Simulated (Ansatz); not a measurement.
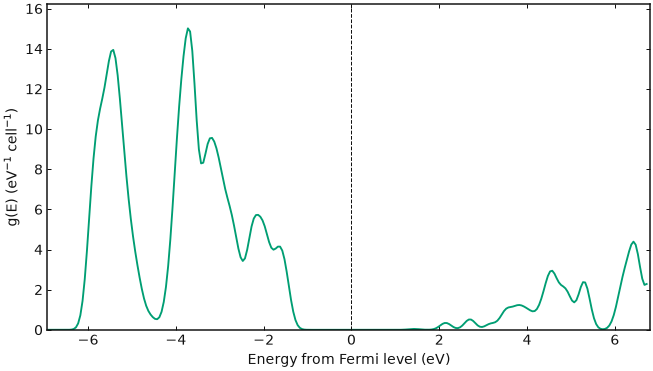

Density of states. Energies are counted from the Fermi level, put mid-gap where there is a gap. The curve is built from the levels of the k mesh with Gaussians 0.3 eV wide, which also blur the band edges.

Structure: AgCl, space group P6_3/mmc, 4 atoms in the cell, h-MgO (five-fold) type; a = 4.52 Å, b = 4.52 Å, c = 5.72 Å, α = 90.00°, β = 90.00°, γ = 120.00°.

Level of theory: DFT, HSE06, plane waves, PAW, no spin polarisation, 6×6×4 k mesh, 420 eV cutoff; code Ansatz.

Question: Is there a gap at the Fermi level, and how wide?

Answer: There is a gap; over the k points computed it is 2.85 eV.

Question: How wide is the upper valence band?

Answer: The upper group of valence states starts about 4.6 eV under the valence-band top (which lies at −1.4 eV on this axis), with a gap beneath it; it holds about 32 electrons a cell.
